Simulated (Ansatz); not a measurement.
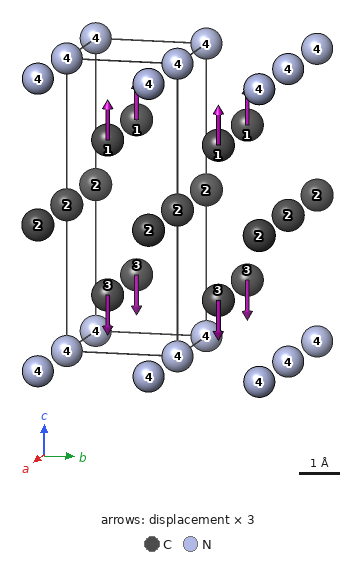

This is a relaxation of crystalline C$_{3}$N (a generated structure, set up in P4/mmm) (coarse preliminary run). The starting structure is drawn; purple arrows show the displacements (the part carried along by the change of the cell is left out), magnified 3 times.

Style: ball-and-stick. Shown: the cell of the calculation, repeated 2 × 2 × 1 with one cell outlined, slightly off an axis.

Method: DFT PBE, scalar-relativistic, plane waves, PAW (Ansatz 0.2.0).

The input:
```yaml
crystal:
  lattice:
    - [2.88621036, 0.0, 0.0]
    - [0.0, 2.88621036, 0.0]
    - [0.0, 0.0, 7.50641687]
  atoms:
    - { symbol: C, position: [0.5, 0.5, 0.76481336], spin: 1.0 }
    - { symbol: C, position: [0.0, 0.0, 0.5], spin: 1.0 }
    - { symbol: C, position: [0.5, 0.5, 0.23518664], spin: 1.0 }
    - { symbol: "N", position: [0.0, 0.0, 0.0], spin: 1.0 }
basis:
  ecutwfc: 420
kpoints:
  mp_grid: { grid: [6, 6, 2] }
hamiltonian:
  xc: pbe
scf:
  occupations: { method: gaussian, width: 0.1 }
  lower_state_search: "off"
output:
  forces: true
  stress: true
  eigenvalues: true
  populations: true
magnetization:
  spin_polarized: true
relax:
  adjacent_minimum: "off"
  f_tol: 0.04
  max_steps: 70
  cell: { stress_tol: 0.4 }
```

Command:
```bash
ansatz run input.yaml --threads 1 --pin off --max-ram 2560MiB --backend cpu --events-out ev --progress --plain --runs-dir out
```

Question: Which element moves most?

Answer: Carbon: up to 0.35 Å, against 0.00 Å for nitrogen.

Question: What did the optimiser do to the structure, and how much energy did it gain?

Answer: The largest moves relative to the cell, 0.35 Å, are those of C1 and C3. C3 goes along −c. N stays in place. The drawn cell changes as follows: a = b 2.886 → 2.699 Å (−6.5 %), c 7.506 → 4.464 Å (−40.5 %); the volume changes by −48.0 %. Near-neighbour distances that change, for instance: C1–C3 3.531 → 1.400 Å, C2–N4 3.753 → 2.232 Å, C1–N4 2.698 → 2.033 Å, C1–C2 2.849 → 2.447 Å. New bonds form, among them: C1–C3 (3.53 → 1.40 Å). The space group stays P4/mmm (No. 123). After 15 accepted moves (17 points after the start) the energy has fallen by 1699 meV per atom. Largest force component: 0.082 eV/Å at the start, 0.022 eV/Å at the end. Pressure: −21.73 GPa at the start and −0.04 GPa at the end. At 2 points the geometry stayed and the basis and grid were re-selected for the new cell (energy shift of 2.8 meV per atom at most each time). The program noted that the starting moments weren't kept. The run may lie on a higher electronic state than the lowest, so the end point isn't shown to be the ground-state structure.

Limits of the set-up: the k-point mesh is coarse for a cell with partly filled bands.
